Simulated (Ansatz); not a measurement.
Single-point calculation, with input and output: Pt (charge +1) (part 2 of 2)

Pt (defect cell, 26 atoms in the cell, total charge +1); DFT, PBE, plane waves, PAW, no spin polarisation (Ansatz 0.2.0); cutoff 400 eV, 4×4×4 k-mesh, Gaussian smearing of 0.1 eV. The structure derives from a Materials Project entry. The settings are looser than a standard set-up, so the numbers are not reference values.

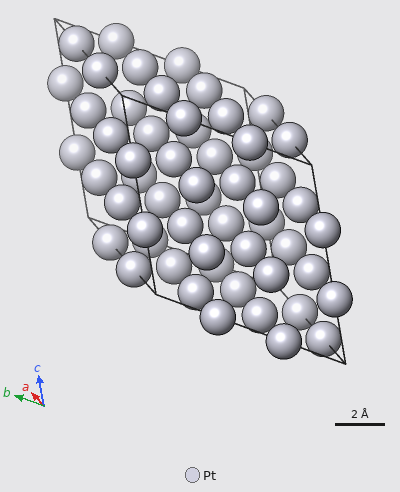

*The structure as given in the input (spheres-only view of the cell of the calculation, seen at an oblique angle).*

**Log, continued**
```
  k-point 0: bands = ["-77.2498", "-77.2407", "-77.2407", "-77.2407", "-77.2362", "-77.2362", "-77.1780", "-77.1778", "-77.1690", "-77.1690", ... 71 levels left out ..., "-31.2654", "-31.2654", "-31.2626", "-31.2540", "-31.2540", "-31.2540", "-31.2503", "-31.2256", "-31.2256", "-31.2251", "-31.2251", "-31.2251", "-31.1247", "-31.1247", "-31.1247", "-31.1017", "-31.1017", "-31.1017", "-31.0863", "-31.0863", "-31.0480", "-31.0480", "-31.0480", "11.6481", "14.1294", "14.1294", "14.1294", "14.1305", "14.3165",
      "14.3165", "14.3165", "14.4929", "14.8796", "14.8796", "14.8796", "15.0456", "15.0456", "15.2738", "15.5979", "15.5979", "15.6000", "15.6000", "15.6000", "15.6320", "15.7291", "15.7291", "15.7291", "15.7439", "15.7439", "15.7439", "16.0315", "16.0315", "16.2008", "16.2008", "16.2008", "16.3364", "16.6824", "16.6824", "16.6824", "16.7895", "16.7895", "16.7895", "16.7975", "16.8356", "16.8356", "16.8356", "16.9959", "16.9959", "17.6646",
      "17.6646", "17.6646", "17.6787", "17.6787", "17.6787", "17.7431", "17.7687", "17.7687", "17.8278", "17.8278", "17.8278", "17.8744", "17.8744", "17.8744", "17.8856", "17.8856", "17.8856", "17.9058", "17.9058", "17.9058", "17.9130", "17.9130", "17.9130", "17.9525", "17.9525", "18.1055", "18.1055", "18.1055", "18.2655", "18.3189", "18.4955", "18.4955", "18.4955", "18.5881", "18.5881", "19.2884", "19.2884", "19.3261", "19.3261", "19.3261",
      "19.3351", "19.3351", "19.3351", "19.3408", "19.4750", "19.4750", "19.4750", "19.6217", "19.6217", "19.6217", "19.6452", "19.6452", "19.6452", "19.7064", "19.7064", "19.7855", "20.1787", "20.1787", "20.2229", "20.2229", "20.2229", "20.2679", "20.2679", "20.2679", "20.2896", "20.2896", "20.2896", "20.2924", "20.2924", "20.2924", "20.3152", "20.3152", "20.4154", "20.4154", "20.4154", "20.4779", "20.4779", "20.4779", "20.4823", "20.4823",
      "20.4823", "20.5568", "20.5568", "20.5568", "20.6377", "20.6377", "20.6465", "20.6465", "20.6762", "20.6762", "20.6762", "20.7164", "20.7164", "20.7164", "20.8528", "20.8784", "20.8784", "20.8784", "20.9293", "25.1474", "25.1474", "25.1474", "25.5078", "25.5078", "25.6354", "25.6354", "25.6354", "25.7131", "25.7131", "25.7131", "26.8455", "29.4500", "29.4500", "29.4500", "29.6993", "29.7829", "29.7829", "29.7829", "29.8970", "29.8970",
      "30.0440", "30.0440", "30.0440", "30.2314", "30.2314", "30.6275", "30.6276", "30.6276", "30.8078", "30.8078", "30.8078"]
  k-point 1: bands = ["-77.2496", "-77.2408", "-77.2407", "-77.2407", "-77.2362", "-77.2362", "-77.1781", "-77.1780", "-77.1689", "-77.1689", ... 71 levels left out ..., "-31.2704", "-31.2690", "-31.2690", "-31.2624", "-31.2624", "-31.2548", "-31.2382", "-31.2382", "-31.2344", "-31.2276", "-31.2183", "-31.2183", "-31.1401", "-31.1235", "-31.1235", "-31.1068", "-31.1068", "-31.1041", "-31.0828", "-31.0828", "-31.0519", "-31.0519", "-31.0483", "11.9106", "13.5920", "14.2612", "14.2612", "14.2843", "14.4204",
      "14.5665", "14.5665", "14.6224", "14.8501", "14.8501", "14.9111", "15.0829", "15.0829", "15.2257", "15.4604", "15.4604", "15.5138", "15.5422", "15.5422", "15.6287", "15.8714", "15.8932", "15.8932", "15.9175", "15.9175", "15.9263", "16.0342", "16.0342", "16.1692", "16.1692", "16.2016", "16.2941", "16.4366", "16.4457", "16.4457", "16.6038", "16.7046", "16.7046", "16.7737", "16.7741", "16.7741", "17.0296", "17.0519", "17.0519", "17.3561",
      "17.4673", "17.4673", "17.5122", "17.5428", "17.5610", "17.5890", "17.5890", "17.5963", "17.6909", "17.6909", "17.7091", "17.7091", "17.7185", "17.7185", "17.7281", "17.7431", "17.7431", "17.7621", "17.8815", "17.8815", "17.9278", "17.9278", "17.9635", "18.0293", "18.0293", "18.1379", "18.2326", "18.2481", "18.2481", "18.3958", "18.3958", "18.4319", "18.4952", "18.4952", "18.6592", "18.6592", "18.7169", "18.9179", "19.0138", "19.0138",
      "19.1491", "19.2104", "19.2104", "19.2911", "19.3943", "19.4336", "19.4336", "19.4877", "19.4877", "19.5179", "19.5560", "19.5560", "19.7171", "19.7341", "19.7341", "19.8061", "19.8061", "19.9273", "19.9342", "19.9342", "20.0500", "20.1727", "20.1727", "20.1986", "20.2184", "20.2184", "20.2735", "20.3051", "20.3051", "20.3840", "20.3840", "20.3888", "20.4709", "20.4709", "20.4971", "20.5404", "20.6340", "20.6340", "20.7061", "20.7291",
      "20.7291", "20.9104", "20.9145", "20.9145", "20.9815", "20.9821", "20.9821", "21.0511", "21.0511", "21.1772", "21.1772", "21.1960", "21.2876", "21.4310", "21.4512", "21.4512", "21.8246", "21.8246", "21.9275", "24.2092", "24.2092", "24.3595", "25.6865", "25.6866", "25.9710", "25.9710", "26.0574", "26.0897", "26.8717", "26.8717", "27.0246", "27.3616", "27.3616", "27.8102", "28.2741", "28.2741", "28.3272", "28.5391", "28.5891", "28.5891",
      "28.7680", "29.6707", "29.6707", "29.7267", "30.3914", "30.3914", "30.5590", "31.7804", "31.8048", "31.8048", "31.9418"]
  k-point 2: bands = ["-77.2495", "-77.2409", "-77.2406", "-77.2406", "-77.2363", "-77.2363", "-77.1781", "-77.1781", "-77.1689", "-77.1689", ... 71 levels left out ..., "-31.2839", "-31.2771", "-31.2771", "-31.2770", "-31.2770", "-31.2514", "-31.2455", "-31.2455", "-31.2304", "-31.2164", "-31.2164", "-31.2105", "-31.1639", "-31.1207", "-31.1207", "-31.1130", "-31.1130", "-31.1065", "-31.0786", "-31.0786", "-31.0570", "-31.0570", "-31.0487", "12.5451", "12.7518", "14.4037", "14.5454", "14.5927", "14.5927",
      "14.6059", "14.6059", "14.7726", "15.1147", "15.1159", "15.1159", "15.1341", "15.1476", "15.1476", "15.1827", "15.1827", "15.2464", "15.5365", "15.5365", "15.6606", "15.6606", "15.7783", "15.8311", "15.8595", "15.8595", "16.0737", "16.1220", "16.2804", "16.2804", "16.3698", "16.3764", "16.3764", "16.3827", "16.3827", "16.4089", "16.4954", "16.5435", "16.5435", "16.5763", "16.6446", "16.6446", "16.9015", "16.9015", "17.0227", "17.2317",
      "17.2630", "17.2630", "17.2969", "17.3492", "17.4006", "17.4146", "17.4146", "17.4826", "17.5156", "17.5317", "17.5317", "17.5960", "17.5960", "17.7288", "17.7288", "17.7958", "17.7958", "17.9111", "17.9111", "17.9715", "17.9715", "17.9788", "17.9838", "17.9838", "18.0074", "18.0832", "18.1246", "18.1246", "18.3024", "18.3716", "18.3878", "18.3878", "18.5238", "18.5238", "18.6789", "18.6789", "18.7016", "18.7187", "18.7718", "18.7718",
      "18.8957", "19.0412", "19.0412", "19.1275", "19.1565", "19.1565", "19.1746", "19.2208", "19.4192", "19.4192", "19.4466", "19.4466", "19.6489", "19.6489", "19.6737", "19.6737", "19.7337", "20.0399", "20.0399", "20.1000", "20.1049", "20.1049", "20.1762", "20.1762", "20.1926", "20.2220", "20.2706", "20.2706", "20.3732", "20.4242", "20.4356", "20.4356", "20.5100", "20.5100", "20.6151", "20.6529", "20.6529", "20.7391", "20.7391", "20.7549",
      "20.9276", "21.1357", "21.1357", "21.1653", "21.1888", "21.1888", "21.1889", "21.3042", "21.3042", "21.4319", "21.4319", "21.4385", "21.5223", "22.6867", "22.6867", "22.9441", "22.9597", "22.9961", "22.9961", "24.0671", "24.1172", "24.1172", "24.3440", "24.3440", "24.5283", "26.5128", "26.5128", "26.6858", "26.6858", "26.6872", "26.8924", "26.9338", "26.9338", "27.2632", "27.2924", "27.3802", "27.5034", "27.5034", "29.4761", "29.4837",
      "29.4837", "29.5744", "29.6784", "29.6784", "29.7026", "29.7026", "29.9635", "29.9635", "30.0481", "30.7685", "32.9997"]
  k-point 7: bands = ["-77.2494", "-77.2407", "-77.2407", "-77.2407", "-77.2364", "-77.2363", "-77.1782", "-77.1782", "-77.1687", "-77.1687", ... 71 levels left out ..., "-31.2957", "-31.2861", "-31.2729", "-31.2729", "-31.2636", "-31.2630", "-31.2551", "-31.2499", "-31.2265", "-31.2154", "-31.2154", "-31.1896", "-31.1578", "-31.1578", "-31.1325", "-31.1101", "-31.1101", "-31.0841", "-31.0798", "-31.0725", "-31.0725", "-31.0652", "-31.0449", "13.1657", "13.2266", "13.2266", "13.5314", "14.8487", "14.9684",
      "14.9684", "14.9772", "14.9949", "15.0211", "15.1216", "15.1256", "15.1256", "15.2200", "15.2720", "15.2720", "15.4230", "15.4603", "15.4603", "15.4639", "15.6003", "15.7119", "15.7119", "15.7386", "15.8698", "15.8698", "15.9555", "15.9678", "16.0396", "16.1084", "16.1084", "16.2750", "16.5505", "16.6080", "16.6251", "16.6251", "16.7143", "16.7978", "16.7978", "16.8261", "16.8303", "16.8680", "16.8844", "16.8844", "16.9063", "16.9895",
      "17.0241", "17.0241", "17.0282", "17.0920", "17.0920", "17.2106", "17.2502", "17.2502", "17.3392", "17.4729", "17.4729", "17.4754", "17.5323", "17.5674", "17.6082", "17.6082", "17.7033", "17.7033", "17.7330", "17.7898", "17.8343", "18.0406", "18.0406", "18.0718", "18.0775", "18.1462", "18.1462", "18.1640", "18.1960", "18.3570", "18.4023", "18.4023", "18.4745", "18.5468", "18.6566", "18.6566", "18.8936", "18.9379", "18.9818", "18.9818",
      "19.0028", "19.0064", "19.0064", "19.0105", "19.0504", "19.0663", "19.0668", "19.0668", "19.1185", "19.1555", "19.1589", "19.1589", "19.2165", "19.2562", "19.2975", "19.2975", "19.4977", "19.6889", "19.8483", "19.9871", "19.9871", "20.0393", "20.1102", "20.1102", "20.2029", "20.2350", "20.2350", "20.3042", "20.6035", "20.6035", "20.6771", "20.8447", "20.9206", "20.9469", "20.9695", "20.9695", "21.0362", "21.0530", "21.0919", "21.1434",
      "21.1434", "21.1860", "21.1860", "21.2367", "21.2685", "21.3781", "21.6971", "21.7023", "21.7162", "21.7405", "21.7405", "21.8662", "22.8233", "23.1822", "23.2420", "23.2420", "23.2904", "23.3237", "23.3381", "23.3381", "24.0087", "24.0632", "24.1070", "24.1070", "24.9528", "24.9528", "25.1123", "25.1123", "25.2206", "25.4245", "26.5047", "26.5575", "26.5575", "27.0493", "28.2206", "29.1286", "29.3423", "29.3945", "29.3945", "29.5313",
      "29.5830", "29.5830", "29.6785", "29.6882", "29.8029", "29.8029", "29.8854", "30.1236", "30.2366", "30.2366", "31.1621"]
```
